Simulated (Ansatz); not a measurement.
```
Hg S
1.0
     5.96540    0.00000    0.00000
     0.00000    0.00000   -5.96540
     0.00000    5.96540    0.00000
Hg S
4 4
Cartesian
  2.9827 0.0000 -2.9827
  0.0000 2.9827 -2.9827
  0.0000 0.0000 0.0000
  2.9827 2.9827 0.0000
  1.4913 1.4913 -4.4741
  4.4741 4.4741 -4.4741
  4.4741 1.4913 -1.4913
  1.4913 4.4741 -1.4913
```

Space group F-43m; a generated structure, not necessarily the stable one; changed on purpose from its base cell (volume × 1.000 of the coarse rest volume).

Theory: Ansatz, DFT PBE, spin-orbit coupling, plane waves, PAW.

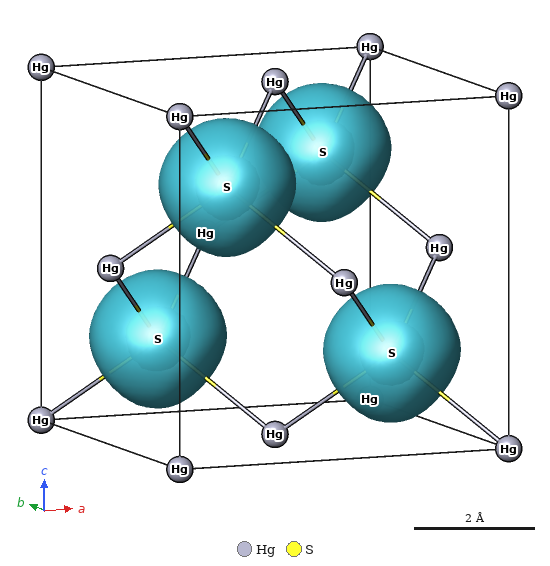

HgS. Isosurface of the ELF at 0.7 (cyan), seen slightly off an axis. Core shells and regions of very low density are left out. Sticks mark near contacts.

**What do the ELF domains correspond to?**

The ELF exceeds this value in four regions wrapped around S (the valence shell of each), counted in one cell of 8 atoms. Regions shared between cells count once.

Values along the shortest contacts:
Hg–S (2.58 Å): the ELF peaks at about 0.90 in the valence shell of S, 0.8 Å from its nucleus, and drops to about 0.20 between the two atoms.
